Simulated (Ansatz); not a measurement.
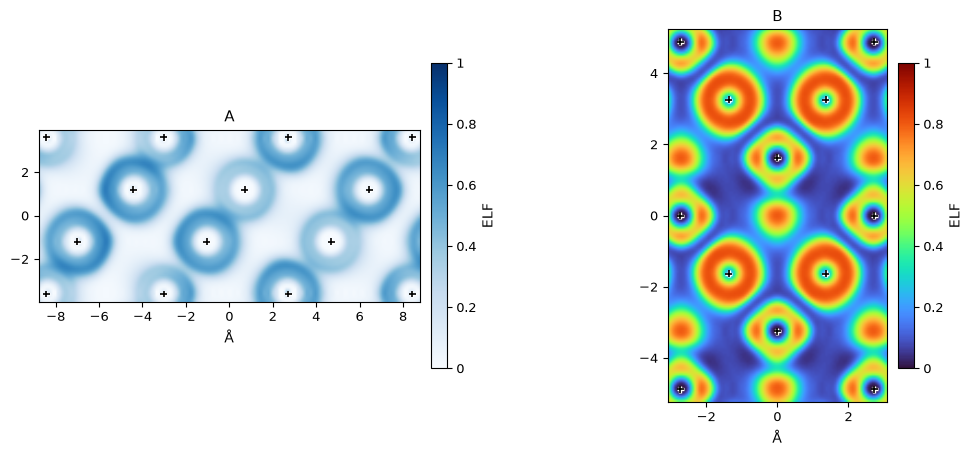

The electron localisation function of 2 systems, each on a plane through atoms (crosses mark nuclei in the plane).

All numbers below come from DFT PBEsol, scalar-relativistic, plane waves, PAW in Ansatz.

System 1: TiO, the (110) plane of the conventional cell. Space group P6₃/mmc; a structure from a database of computed crystals, not necessarily the ambient phase; computed without spin polarisation.

```yaml
crystal:
  lattice:
    - [2.81877, 0.00000, 0.00000]
    - [-1.40938, 2.44113, 0.00000]
    - [0.00000, 0.00000, 5.45627]
  atoms:
    - { symbol: Ti, position: [0.33333, 0.66667, 0.25000] }
    - { symbol: Ti, position: [0.66667, 0.33333, 0.75000] }
    - { symbol: O, position: [0.00000, 0.00000, 0.00000] }
    - { symbol: O, position: [0.00000, 0.00000, 0.50000] }
```

System 2: Ge₂Sb₂Te₅, the (110) plane of the conventional cell. Space group P-3m1; a structure from a database of computed crystals, not necessarily the ambient phase; changed on purpose from its base cell (volume × 0.97, shape and atoms relaxed).

### Which map belongs to which system?

Panel A is system 2, Ge₂Sb₂Te₅: the plane holds Ge, Sb and Te. Ge–Te (2.79 Å): the ELF peaks at about 0.70 between the atoms. Panel B is system 1, TiO: the plane holds Ti and O. Ti–O (2.12 Å): the ELF peaks at about 0.80 in the valence shell of O, 0.6 Å from its nucleus, and is about 0.10 at the midpoint: no shared electron pair shows on this line.
